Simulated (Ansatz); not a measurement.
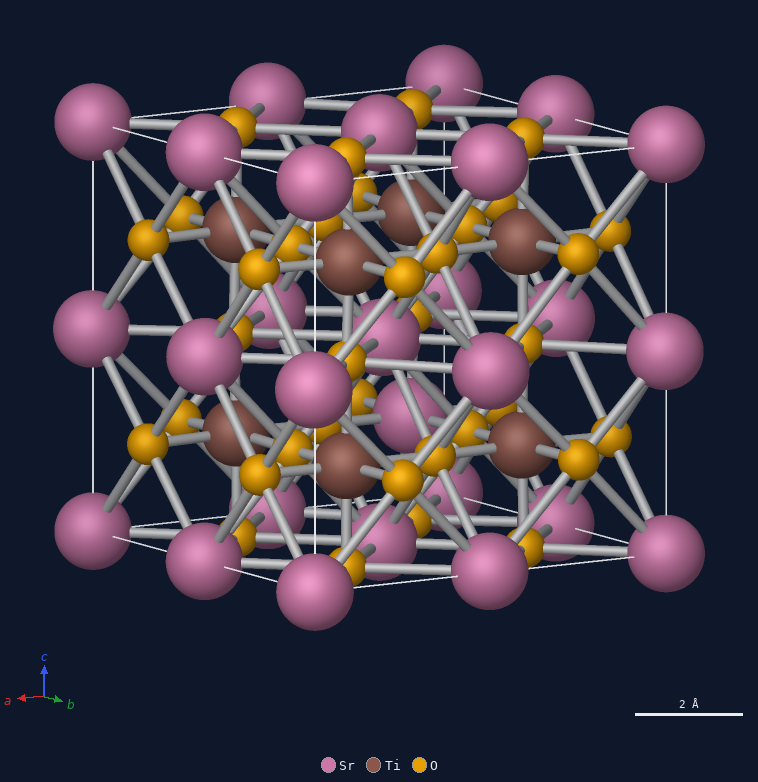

*The input geometry (ball-and-stick view of the cell of the calculation, seen at an oblique angle).*

Geometry relaxation of Sr9Ti7O24 (charge −1) (part 1 of 3)

The run: geometry relaxation of Sr9Ti7O24 (defect cell, 40 atoms in the cell, total charge −1). Method and program: DFT, PBEsol, PAW, plane waves (Ansatz 0.2.0).

**The input**
```yaml
crystal:
  lattice:
    - [7.782821, 0.000000, 0.000000]
    - [0.000000, 7.782821, 0.000000]
    - [0.000000, 0.000000, 7.782821]
  atoms:
    - { symbol: Sr, position: [0.998233, 0.997388, 0.999444] }
    - { symbol: Sr, position: [0.003975, 0.001097, 0.494727] }
    - { symbol: Sr, position: [0.998114, 0.499341, 0.000203] }
    - { symbol: Sr, position: [0.997489, 0.500793, 0.500637] }
    - { symbol: Sr, position: [0.500360, 0.996454, 0.003040] }
    - { symbol: Sr, position: [0.498116, 0.998420, 0.492773] }
    - { symbol: Sr, position: [0.499437, 0.499102, 0.000482] }
    - { symbol: Sr, position: [0.493586, 0.504132, 0.501228] }
    - { symbol: Sr, position: [0.252866, 0.252588, 0.250277], spin: 0.143 }
    - { symbol: Ti, position: [0.254192, 0.253271, 0.747484] }
    - { symbol: Ti, position: [0.251803, 0.748024, 0.252350] }
    - { symbol: Ti, position: [0.251602, 0.749553, 0.749610] }
    - { symbol: Ti, position: [0.750880, 0.251302, 0.254939] }
    - { symbol: Ti, position: [0.751764, 0.251568, 0.752078] }
    - { symbol: Ti, position: [0.750604, 0.748529, 0.248813] }
    - { symbol: Ti, position: [0.747527, 0.755237, 0.747378] }
    - { symbol: O, position: [0.247311, 0.250389, 0.996080], spin: 0.143 }
    - { symbol: O, position: [0.246418, 0.250440, 0.499248], spin: 0.143 }
    - { symbol: O, position: [0.245716, 0.750463, 0.000551] }
    - { symbol: O, position: [0.248169, 0.749489, 0.499317] }
    - { symbol: O, position: [0.748373, 0.250776, 0.999929] }
    - { symbol: O, position: [0.756173, 0.248214, 0.499317] }
    - { symbol: O, position: [0.751203, 0.747626, 0.999413] }
    - { symbol: O, position: [0.752963, 0.751242, 0.503534] }
    - { symbol: O, position: [0.001149, 0.249264, 0.249669], spin: 0.143 }
    - { symbol: O, position: [0.999782, 0.249530, 0.748348] }
    - { symbol: O, position: [0.998884, 0.750083, 0.248882] }
    - { symbol: O, position: [0.000508, 0.749252, 0.751365] }
    - { symbol: O, position: [0.501095, 0.248522, 0.252186], spin: 0.143 }
    - { symbol: O, position: [0.499531, 0.251691, 0.749828] }
    - { symbol: O, position: [0.500946, 0.751418, 0.248684] }
    - { symbol: O, position: [0.495790, 0.752201, 0.744988] }
    - { symbol: O, position: [0.248872, 0.000505, 0.252652], spin: 0.143 }
    - { symbol: O, position: [0.249819, 0.999708, 0.755392] }
    - { symbol: O, position: [0.249553, 0.501741, 0.250459], spin: 0.143 }
    - { symbol: O, position: [0.250489, 0.496377, 0.749794] }
    - { symbol: O, position: [0.750891, 0.002194, 0.249369] }
    - { symbol: O, position: [0.747420, 0.004582, 0.746310] }
    - { symbol: O, position: [0.749343, 0.501739, 0.249459] }
    - { symbol: O, position: [0.749301, 0.497884, 0.748790] }
  symmetry: { detect: false }
kpoints:
  mp_grid: { grid: [1, 1, 1], shift: [0.25, 0.25, 0.25] }
hamiltonian:
  xc: pbesol
total_charge: -1
magnetization:
  spin_polarized: true
scf:
  occupations: { method: fermi_dirac, width: 0.01 }
relax:
  f_tol: 0.03
  max_steps: 80
  escape_saddle: false
  adjacent_minimum: "off"
output:
  forces: true
  eigenvalues: true
  populations: true
  charged_corrections: { epsilon: 300 }
```

Run on 1 × NVIDIA GB300 Max-Q, 8 threads of Arm Neoverse-V2, 125 GiB of memory available, shared host.

Launch command:
```bash
ansatz run in.yaml --threads 8 --pin off --max-ram 118750MiB --runs-dir r --events-out ev --progress --plain --backend cuda --devices 0,
```

**Log**
```
Pseudopotentials: kind: paw
Functional definition: PBEsol
  exchange = pbesol_x
  correlation = pbesol_c
Crystal: 40 atoms, lattice volume = 471.423 Å³
Basis set: ecut = 420 eV, 9171 PW (Γ), exchange–correlation on 108×108×108 points (8 copies of the dense FFT grid, shifted against one another)
Bands: 201, of which v1, the nominal top of the filled ones, is band 160 counted from 1 (159 counted from 0)
Symmetry: 1 space group operations
k-points: 1
Non-local potential: Sr, projectors of the file, l = 0: 3, l = 1: 2, l = 2: 2
Non-local potential: Ti, projectors of the file, l = 0: 3, l = 1: 2, l = 2: 3, l = 3: 1
Non-local potential: O, projectors of the file, l = 0: 2, l = 1: 2, l = 2: 1
PAW form: soft (Blöchl's): semilocal exchange-correlation on the pseudo side does not see the compensation charge
PAW frozen core: Sr, regenerated for the run's functional, and the local potential with it (the file was generated under x = pbe(κ = 0.804, μ = 0.2195149727645171), c = pbe(β = 0.06672455060314922))
PAW frozen core: Ti, regenerated for the run's functional, and the local potential with it (the file was generated under x = pbe(κ = 0.804, μ = 0.2195149727645171), c = pbe(β = 0.06672455060314922))
PAW frozen core: O, regenerated for the run's functional, and the local potential with it (the file was generated under x = pbe(κ = 0.804, μ = 0.2195149727645171), c = pbe(β = 0.06672455060314922))
PAW one-centre angular grid: Sr, 110 points (default); XC on 64 Gauss nodes
PAW one-centre angular grid: Ti, 590 points (default); XC on 64 Gauss nodes
PAW one-centre angular grid: O, 110 points (default); XC on 64 Gauss nodes
Initial density: superposition of atomic densities (chi_scale 0.1, normalization cell, long waves kept (reshape's long-wave potential 0.08 eV rms))
Starting moments: Σ|m| = 1.001 μB on 7 of 40 sites
Initial wavefunctions: pseudopotential atomic-orbital guess
Functional: x = pbesol(κ = 0.804, μ = 0.12345679012345678), c = pbesol(β = 0.046)
SCF iter   1: F=—  HF=-62243.370816 eV  |F-HF|=—  |Δ(HF+E_count)|=         —  Δρ=3.06e-2 (↑3.06e-2 ↓3.04e-2)  dr2=1.99e1  dr2_m=8.41e-2  M=1.000 μB ∫|m|=1.036 μB  β_m=0.30  ethr=3.10e-3  ⟨swp⟩=7.0  Hψ=2004  notcnv=0  defer=35
Mixer restart at iter 1: flushing history
preconditioner: auto → Resta (q_TF=auto, 2.556 Å⁻¹)  ε∞=5.1  [insulator: Δε(μ)=0.045 eV  Ē_g=13.156 eV  σ=0.010 eV  W_gap=0.81  n_scr=146 (ndim 8)  ℏωp=26.8 eV  f_vac=0.000  D(μ)=18.86/eV (n_scr^D=170)  ε∞_Penn≈5.1]
spin=Collinear: Resta preconditioning applied to the charge; magnetization (m = ρ↑ − ρ↓) channel mixes plain (no charge-response kernel on spin).
SCF iter   2: F=—  HF=-62244.923773 eV  |F-HF|=—  |Δ(HF+E_count)|=    1.55e0  Δρ=1.97e-2 (↑1.97e-2 ↓1.93e-2)  dr2=9.43e0  dr2_m=4.28e-2  M=1.000 μB ∫|m|=1.039 μB  β_m=0.57  ethr=3.10e-3  ⟨swp⟩=3.0  Hψ=622  notcnv=0  defer=70
SCF iter   3: F=—  HF=-62251.593213 eV  |F-HF|=—  |Δ(HF+E_count)|=    6.67e0  Δρ=6.50e-3 (↑6.31e-3 ↓6.50e-3)  dr2=1.10e0  dr2_m=6.41e-3  M=1.000 μB ∫|m|=1.052 μB  β_m=0.62  ethr=2.96e-3  ⟨swp⟩=3.0  Hψ=674  notcnv=0  defer=70
SCF iter   4: F=—  HF=-62251.488178 eV  |F-HF|=—  |Δ(HF+E_count)|=   1.05e-1  Δρ=3.96e-3 (↑3.63e-3 ↓3.96e-3)  dr2=2.76e-1  dr2_m=2.81e-3  M=1.000 μB ∫|m|=1.058 μB  β_m=0.66  ethr=3.45e-4  ⟨swp⟩=3.0  Hψ=602  notcnv=0  defer=70
SCF iter   5: F=—  HF=-62251.464608 eV  |F-HF|=—  |Δ(HF+E_count)|=         —  Δρ=1.99e-3 (↑1.95e-3 ↓1.99e-3)  dr2=8.02e-2  dr2_m=2.76e-4  M=1.000 μB ∫|m|=1.057 μB  β_m=0.66  ethr=8.64e-5  ⟨swp⟩=3.0  Hψ=684  notcnv=0  defer=70
Mixer restart at iter 5: flushing history
SCF iter   6: F=—  HF=-62251.480636 eV  |F-HF|=—  |Δ(HF+E_count)|=   1.60e-2  Δρ=1.88e-3 (↑1.69e-3 ↓1.88e-3)  dr2=5.40e-2  dr2_m=7.05e-4  M=1.000 μB ∫|m|=1.058 μB  β_m=0.54  ethr=2.51e-5  ⟨swp⟩=3.0  Hψ=736  notcnv=0  defer=70
SCF iter   7: F=—  HF=-62251.473200 eV  |F-HF|=—  |Δ(HF+E_count)|=   7.44e-3  Δρ=5.13e-4 (↑4.88e-4 ↓5.13e-4)  dr2=4.52e-3  dr2_m=4.47e-5  M=1.000 μB ∫|m|=1.057 μB  β_m=0.71  ethr=1.69e-5  ⟨swp⟩=3.0  Hψ=600  notcnv=0  defer=70
SCF iter   8: F=—  HF=-62251.480674 eV  |F-HF|=—  |Δ(HF+E_count)|=   7.47e-3  Δρ=1.73e-4 (↑1.66e-4 ↓1.73e-4)  dr2=4.52e-4  dr2_m=1.20e-5  M=1.000 μB ∫|m|=1.057 μB  β_m=0.69  ethr=1.42e-6  ⟨swp⟩=2.0  Hψ=693  notcnv=0  defer=70
SCF iter   9: F=—  HF=-62251.480681 eV  |F-HF|=—  |Δ(HF+E_count)|=   6.67e-6  Δρ=8.58e-5 (↑8.20e-5 ↓8.58e-5)  dr2=1.34e-4  dr2_m=1.11e-6  M=1.000 μB ∫|m|=1.057 μB  β_m=0.66  ethr=1.42e-7  ⟨swp⟩=2.0  Hψ=678  notcnv=0  defer=70
SCF iter  10: F=—  HF=-62251.480680 eV  |F-HF|=—  |Δ(HF+E_count)|=   1.44e-7  Δρ=3.22e-5 (↑2.60e-5 ↓3.22e-5)  dr2=1.56e-5  dr2_m=3.53e-7  M=1.000 μB ∫|m|=1.057 μB  β_m=0.63  ethr=4.19e-8  ⟨swp⟩=2.0  Hψ=667  notcnv=0  defer=70
SCF iter  11: F=—  HF=-62251.480683 eV  |F-HF|=—  |Δ(HF+E_count)|=   2.05e-6  Δρ=1.24e-5 (↑9.11e-6 ↓1.24e-5)  dr2=1.91e-6  dr2_m=1.14e-7  M=1.000 μB ∫|m|=1.057 μB  β_m=0.77  ethr=4.90e-9  ⟨swp⟩=2.0  Hψ=621  notcnv=0  defer=70
SCF iter  12: F=—  HF=-62251.480684 eV  |F-HF|=—  |Δ(HF+E_count)|=   1.27e-6  Δρ=4.78e-5 (↑6.91e-6 ↓4.78e-5)  dr2=1.38e-5  dr2_m=2.31e-6  M=1.000 μB ∫|m|=1.057 μB  β_m=0.70  ethr=6.00e-10  ⟨swp⟩=13.0  Hψ=2320  notcnv=0
SCF iter  13: F=—  HF=-62251.480684 eV  |F-HF|=—  |Δ(HF+E_count)|=   1.95e-7  Δρ=2.94e-5 (↑2.37e-6 ↓2.94e-5)  dr2=5.00e-6  dr2_m=9.11e-7  M=1.000 μB ∫|m|=1.057 μB  β_m=0.74  ethr=6.00e-10  ⟨swp⟩=3.0  Hψ=865  notcnv=0
SCF iter  14: F=—  HF=-62251.480684 eV  |F-HF|=—  |Δ(HF+E_count)|=   5.80e-8  Δρ=1.24e-5 (↑1.14e-6 ↓1.24e-5)  dr2=8.70e-7  dr2_m=1.60e-7  M=1.000 μB ∫|m|=1.057 μB  β_m=0.84  ethr=6.00e-10  ⟨swp⟩=2.0  Hψ=543  notcnv=0
SCF iter  15: F=-62251.480683 eV  HF=-62251.480684 eV  |F-HF|=2.23e-7  |Δ(HF+E_count)|=   7.58e-9  Δρ=6.74e-6 (↑8.15e-7 ↓6.74e-6)  dr2=2.65e-7  dr2_m=4.59e-8  M=1.000 μB ∫|m|=1.057 μB  ethr=2.73e-10  ⟨swp⟩=2.0  Hψ=545  notcnv=0
SCF 1 converged in 15 iterations: F = -62251.480683 eV  dr2 = 2.65e-7
  greatest PAW one-centre occupation: 0.999 electrons in one spin orbital (limit 2), on the Ti atom at site 13 (counted from 0), in its partial waves of l = 0
relax step   1: F+E_penalty+E_count = -62251.48068328 eV  Δ(F+E_penalty+E_count) = +0.000e0 eV  max|allowed force component| = 7.800e0 eV/Å  Δτ_max = 0.0000 Å  (15 SCF iters, dr2 threshold 2.25e-5 eV, accepted)
Initial density: handed on by an earlier stage of this run
Starting moments: Σ|m| = 1.001 μB on 7 of 40 sites; this step starts from the density that it was given
Initial wavefunctions: those handed on with the density
iter 1 solved again at ethr=1.62e-3 eV; its pass at ethr=3.10e-3 eV (dr2=5.17e0 eV) is discarded
SCF iter   1: F=—  HF=-62254.915625 eV  |F-HF|=—  |Δ(HF+E_count)|=         —  Δρ=1.60e-2 (↑9.56e-3 ↓1.60e-2)  dr2=5.17e0  dr2_m=1.82e-1  M=0.061 μB ∫|m|=0.262 μB  β_m=0.30  ethr=1.62e-3  ⟨swp⟩=1.0  Hψ=1712  notcnv=0  defer=49
preconditioner: auto → Kerker (q_TF=auto, 2.556 Å⁻¹)  [metal: Δε(μ)=0.002 eV  Ē_g=12.826 eV  σ=0.010 eV  W_gap=0.06  n_scr=146 (ndim 8)  ℏωp=26.8 eV  f_vac=0.001  D(μ)=50.47/eV (n_scr^D=690)]
spin=Collinear: Kerker preconditioning applied to the charge; magnetization (m = ρ↑ − ρ↓) channel mixes plain (no charge-response kernel on spin).
SCF iter   2: F=—  HF=-62254.994076 eV  |F-HF|=—  |Δ(HF+E_count)|=   7.85e-2  Δρ=9.42e-3 (↑4.90e-3 ↓9.42e-3)  dr2=2.03e0  dr2_m=8.77e-2  M=0.559 μB ∫|m|=0.655 μB  β_m=0.40  ethr=1.62e-3  ⟨swp⟩=2.0  Hψ=414  notcnv=0  defer=70
preconditioner: auto → Resta (q_TF=auto, 2.556 Å⁻¹)  ε∞=5.3  [insulator: Δε(μ)=0.022 eV  Ē_g=12.877 eV  σ=0.010 eV  W_gap=0.51  n_scr=146 (ndim 8)  ℏωp=26.8 eV  f_vac=0.000  D(μ)=41.96/eV (n_scr^D=484)  ε∞_Penn≈5.3]
spin=Collinear: Resta preconditioning applied to the charge; magnetization (m = ρ↑ − ρ↓) channel mixes plain (no charge-response kernel on spin).
relax step   2: F+E_penalty+E_count = -62254.71682763 eV  Δ(F+E_penalty+E_count) = -3.236e0 eV  max|allowed force component| = 1.436e0 eV/Å  Δτ_max = 0.1950 Å  (15 SCF iters, dr2 threshold 1.00e-4 eV, accepted)
preconditioner: auto → Resta (q_TF=auto, 2.556 Å⁻¹)  ε∞=5.3  [insulator: Δε(μ)=0.023 eV  Ē_g=12.839 eV  σ=0.010 eV  W_gap=0.52  n_scr=146 (ndim 8)  ℏωp=26.8 eV  f_vac=0.000  D(μ)=36.25/eV (n_scr^D=436)  ε∞_Penn≈5.3]
spin=Collinear: Resta preconditioning applied to the charge; magnetization (m = ρ↑ − ρ↓) channel mixes plain (no charge-response kernel on spin).
preconditioner: auto → Kerker (q_TF=auto, 2.556 Å⁻¹)  [metal: Δε(μ)=0.009 eV  Ē_g=12.881 eV  σ=0.010 eV  W_gap=0.21  n_scr=146 (ndim 8)  ℏωp=26.8 eV  f_vac=0.000  D(μ)=47.77/eV (n_scr^D=618)]
spin=Collinear: Kerker preconditioning applied to the charge; magnetization (m = ρ↑ − ρ↓) channel mixes plain (no charge-response kernel on spin).
relax step   3: F+E_penalty+E_count = -62255.61204687 eV  Δ(F+E_penalty+E_count) = -8.952e-1 eV  max|allowed force component| = 4.678e-1 eV/Å  Δτ_max = 0.2000 Å  (18 SCF iters, dr2 threshold 1.00e-4 eV, accepted)
preconditioner: auto → Resta (q_TF=auto, 2.556 Å⁻¹)  ε∞=5.3  [insulator: Δε(μ)=0.032 eV  Ē_g=12.879 eV  σ=0.010 eV  W_gap=0.67  n_scr=146 (ndim 8)  ℏωp=26.8 eV  f_vac=0.000  D(μ)=27.87/eV (n_scr^D=256)  ε∞_Penn≈5.3]
spin=Collinear: Resta preconditioning applied to the charge; magnetization (m = ρ↑ − ρ↓) channel mixes plain (no charge-response kernel on spin).
Mixer restart at iter 4: flushing history
relax step   4: F+E_penalty+E_count = -62255.99625705 eV  Δ(F+E_penalty+E_count) = -3.842e-1 eV  max|allowed force component| = 5.910e-1 eV/Å  Δτ_max = 0.2000 Å  (15 SCF iters, dr2 threshold 1.37e-5 eV, accepted)
preconditioner: auto → Resta (q_TF=auto, 2.556 Å⁻¹)  ε∞=5.3  [insulator: Δε(μ)=0.075 eV  Ē_g=12.882 eV  σ=0.010 eV  W_gap=0.96  n_scr=146 (ndim 8)  ℏωp=26.8 eV  f_vac=0.000  D(μ)=4.40/eV (n_scr^D=18)  ε∞_Penn≈5.3]
spin=Collinear: Resta preconditioning applied to the charge; magnetization (m = ρ↑ − ρ↓) channel mixes plain (no charge-response kernel on spin).
Mixer restart at iter 3: flushing history
```
